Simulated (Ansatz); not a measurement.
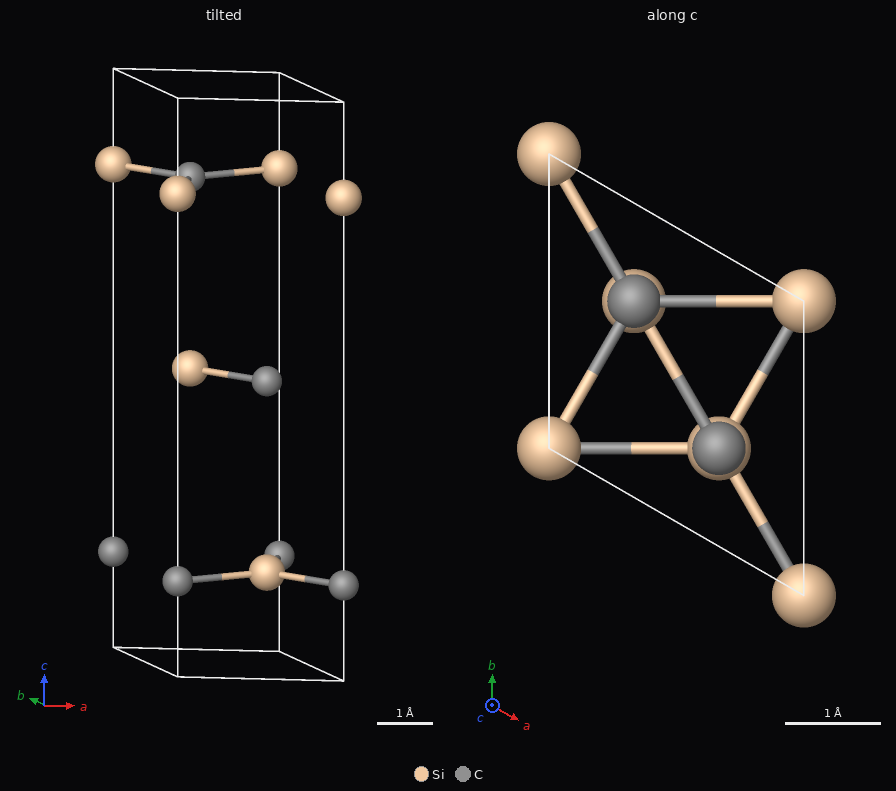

An orthographic ball-and-stick view of the structure, slightly off an axis and along the c axis. The lines enclose the conventional unit cell; boundary atoms appear with their images. Cell: a = 3.10 Å, b = 3.10 Å, c = 10.91 Å, α = 90.00°, β = 90.00°, γ = 120.00°.

Starting structure: a structure type filled with these elements by a generator (whether the compound takes this form wasn't checked). Earlier steps of the study may have refined or changed the cell and positions. It was the input of a calculation with Ansatz.

### Summary of the structure:

Formula: SiC. The atoms follow space group R3m (No. 160); the Bravais lattice is rhombohedral (trigonal R). Content of the cell: 3 Si, 3 C (Z = 3). Each Si atom is coordinated by three C in a trigonal planar arrangement at about 1.8 Å. C is surrounded by three Si in a trigonal planar arrangement at about 1.8 Å. The bonds build SiC layers parallel to (001).

The numbers come from Ansatz 0.2.0, DFT PBE, scalar-relativistic, plane waves, PAW, using an energy cutoff of 420 eV, k-points about 0.20 Å⁻¹ apart, Gaussian smearing of 0.02 eV, no spin polarisation.

### What is the electronic character?

A semiconductor at this level, with a gap of 1.76 eV, indirect.

### What net charge does each kind of atom have (Bader)?

Si +2.67 e; C -2.67 e.

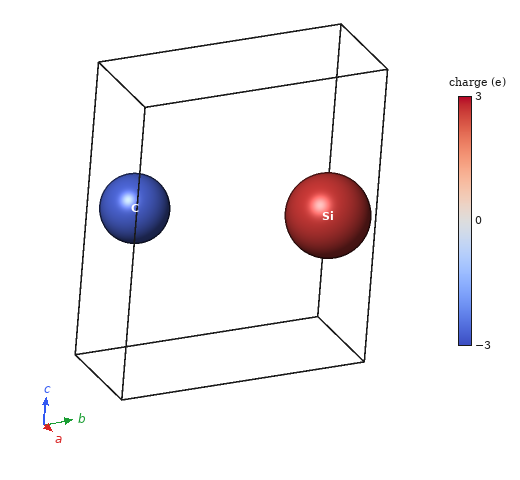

The atoms coloured by those charges. The run's cell of 2 atoms is drawn in a reduced setting, so axes and origin can differ from the first picture.

### Can this geometry be taken as optimised?

Yes. All forces vanish to within 0.01 eV/Å. The pressure is 0.0 GPa, close to zero.
